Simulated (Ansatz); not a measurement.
## Electronic structure of W$_{17}$S$_{31}$ (cell charge −1, with a compensating background) (cell with a defect) in real space

Input

```
crystal:
  lattice:
    - [0.0, 7.3617871071, -7.4744493696]
    - [6.375494652, -3.6808935536, -7.4744493696]
    - [-6.375494652, -3.6808935536, -7.4744493696]
  atoms:
    - { symbol: W, position: [0.9976591298, 0.2476591298, 0.7476591298] }
    - { symbol: W, position: [0.2494754554, 0.9980264893, 0.7479586046] }
    - { symbol: W, position: [0.4992050245, 0.7492050245, 0.7526251557] }
    - { symbol: W, position: [0.9979586046, 0.4994754554, 0.4980264893] }
    - { symbol: W, position: [0.7480264893, 0.4994754554, 0.7479586046] }
    - { symbol: W, position: [0.2494754554, 0.2479586046, 0.4980264893] }
    - { symbol: W, position: [0.5063235474, 1.0002532438, 0.5002532438], spin: 0.25 }
    - { symbol: W, position: [1.0026251557, 0.7492050245, 0.2492050245] }
    - { symbol: W, position: [0.7502532438, 0.7563235474, 0.5002532438], spin: 0.25 }
    - { symbol: W, position: [0.2492859984, 0.4992859984, 0.2491303951] }
    - { symbol: W, position: [0.4992050245, 0.2526251557, 0.2492050245] }
    - { symbol: W, position: [0.9979586046, 0.9980264893, 0.9994754554] }
    - { symbol: W, position: [0.7502532438, 1.0002532438, 0.2563235474], spin: 0.25 }
    - { symbol: W, position: [0.2492859984, 0.7491303951, 0.9992859984] }
    - { symbol: W, position: [0.4991303951, 0.4992859984, 0.9992859984] }
    - { symbol: W, position: [0.7480264893, 0.2479586046, 0.9994754554] }
    - { symbol: W, position: [0.5861399041, 0.8361399041, 0.3361399041], spin: 0.25 }
    - { symbol: S, position: [0.8419620794, 0.603956214, 0.3438799486] }
    - { symbol: S, position: [0.0955393153, 0.3455393153, 0.3445604861] }
    - { symbol: S, position: [0.5938799486, 0.0919620794, 0.103956214] }
    - { symbol: S, position: [0.353956214, 0.0919620794, 0.3438799486] }
    - { symbol: S, position: [0.8419620794, 0.8438799486, 0.103956214] }
    - { symbol: S, position: [0.096315224, 0.595849636, 0.095849636] }
    - { symbol: S, position: [0.5945604861, 0.3455393153, 0.8455393153] }
    - { symbol: S, position: [0.345849636, 0.346315224, 0.095849636] }
    - { symbol: S, position: [0.8439465217, 0.0939465217, 0.8461769585] }
    - { symbol: S, position: [0.0955393153, 0.8445604861, 0.8455393153] }
    - { symbol: S, position: [0.5938799486, 0.603956214, 0.5919620794] }
    - { symbol: S, position: [0.345849636, 0.595849636, 0.846315224] }
    - { symbol: S, position: [0.8439465217, 0.3461769585, 0.5939465217] }
    - { symbol: S, position: [0.0961769585, 0.0939465217, 0.5939465217] }
    - { symbol: S, position: [0.353956214, 0.8438799486, 0.5919620794] }
    - { symbol: S, position: [0.7413682849, 0.9913682849, 0.4913682849] }
    - { symbol: S, position: [0.990301162, 0.7350137018, 0.4859537] }
    - { symbol: S, position: [0.2342659421, 0.4842659421, 0.4866441968] }
    - { symbol: S, position: [0.7359537, 0.240301162, 0.2350137018] }
    - { symbol: S, position: [0.4850137018, 0.240301162, 0.4859537] }
    - { symbol: S, position: [0.990301162, 0.9859537, 0.2350137018] }
    - { symbol: S, position: [0.2394015085, 0.7354948419, 0.2354948419] }
    - { symbol: S, position: [0.7366441968, 0.4842659421, 0.9842659421] }
    - { symbol: S, position: [0.4854948419, 0.4894015085, 0.2354948419] }
    - { symbol: S, position: [0.984729928, 0.234729928, 0.9842595952] }
    - { symbol: S, position: [0.2342659421, 0.9866441968, 0.9842659421] }
    - { symbol: S, position: [0.7359537, 0.7350137018, 0.740301162] }
    - { symbol: S, position: [0.4854948419, 0.7354948419, 0.9894015085] }
    - { symbol: S, position: [0.984729928, 0.4842595952, 0.734729928] }
    - { symbol: S, position: [0.2342595952, 0.234729928, 0.734729928] }
    - { symbol: S, position: [0.4850137018, 0.9859537, 0.740301162] }
  host:
    lattice:
      - [1.593873663, 0.9202233884, 7.4744493696]
      - [-1.593873663, 0.9202233884, 7.4744493696]
      - [0.0, -1.8404467768, 7.4744493696]
    atoms:
      - { symbol: W, position: [0.0006774491, 0.0006774491, 0.0006774491] }
      - { symbol: S, position: [0.4040742703, 0.4040742703, 0.4040742703] }
      - { symbol: S, position: [0.2639482806, 0.2639482806, 0.2639482806] }
total_charge: -1
basis:
  ecutwfc: 420
  xc_grid: 2
kpoints:
  mp_grid: { grid: [2, 2, 2], shift: [0.5, 0.5, 0.5] }
hamiltonian:
  xc: pbe
scf:
  occupations: { method: gaussian, width: 0.01 }
output:
  forces: true
  stress: false
  eigenvalues: true
  populations: true
  charged_corrections:
    defect_position: [0.59592573, 0.84592573, 0.34592573]
    epsilon: [[11.5894, 0.0, 0.0], [0.0, 11.5894, 0.0], [0.0, 0.0, 3.2073]]
  write_density: true
  write_potential: true
  elf: true
  volumetric_format: npy
magnetization:
  spin_polarized: true
relax:
  adjacent_minimum: "off"
  f_tol: 0.025
  max_steps: 45
```

Command:

```sh
ansatz run input.yaml --threads 4 --pin off --max-ram 6144MiB --backend cpu --events-out ev --progress --plain --runs-dir out
```

The fields are those of the relaxed geometry.

Spin-polarised.

Computed with Ansatz, DFT PBE, scalar-relativistic, plane waves, PAW.

Core electrons are frozen (PAW), and the valence fields are smoothed inside the atomic spheres.

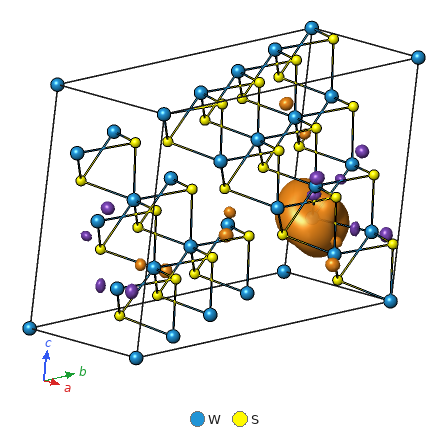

Figure 1. Isosurfaces of the magnetisation density (up minus down) at +0.04 (orange) and −0.04 e/Å³ (purple), seen slightly off an axis. Sticks mark near contacts.

Describe the spin distribution.

The spin density sits on W: +1.7 μB in one cell of 48 atoms: with much of the spin spread outside that site. The cell of the calculation (48 atoms) carries 3.0 μB of net spin moment.

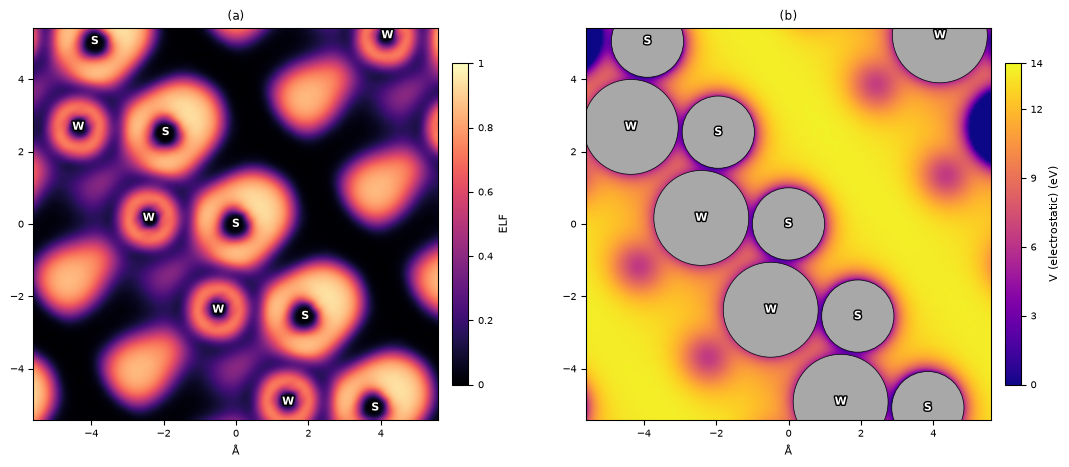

Figure 2. (a) ELF; (b) electrostatic potential (local pseudopotential plus Hartree) felt by an electron on the (010) plane of the calculation cell. Grey discs cover the atomic cores in the potential map.

Read the bonding off the picture.

The section cuts through W and S sites.


The features right at W lie inside the PAW spheres, where the map follows smoothed inner orbitals and isn't to be read closely.
Outside the cores the potential energy rises away from the atoms and is highest about 2.3 Å from the nearest atoms; its zero is arbitrary.

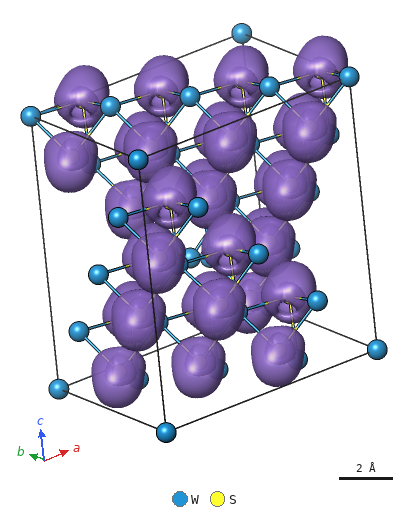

Figure 3. Isosurface of the ELF at 0.75 (purple), seen slightly off an axis. Core shells and regions of very low density are left out. Sticks mark near contacts.

Where are the electrons localised?

At this value the surface marks out 31 regions wrapped around S (the valence shell of each), counted in one cell of 48 atoms. Regions shared between cells count once.


W–S (2.41 Å): the ELF peaks at about 0.85 in the valence shell of S, 0.8 Å from its nucleus, and is about 0.45 at the midpoint. W–W (2.68 Å): the ELF reaches about 0.55 near the midpoint.

Does the calculation make it a metal, or give it a gap?

It is gapped, with a Kohn–Sham gap of 0.64 eV on the k-point mesh (the band edges may lie off the mesh, which would make the gap smaller).
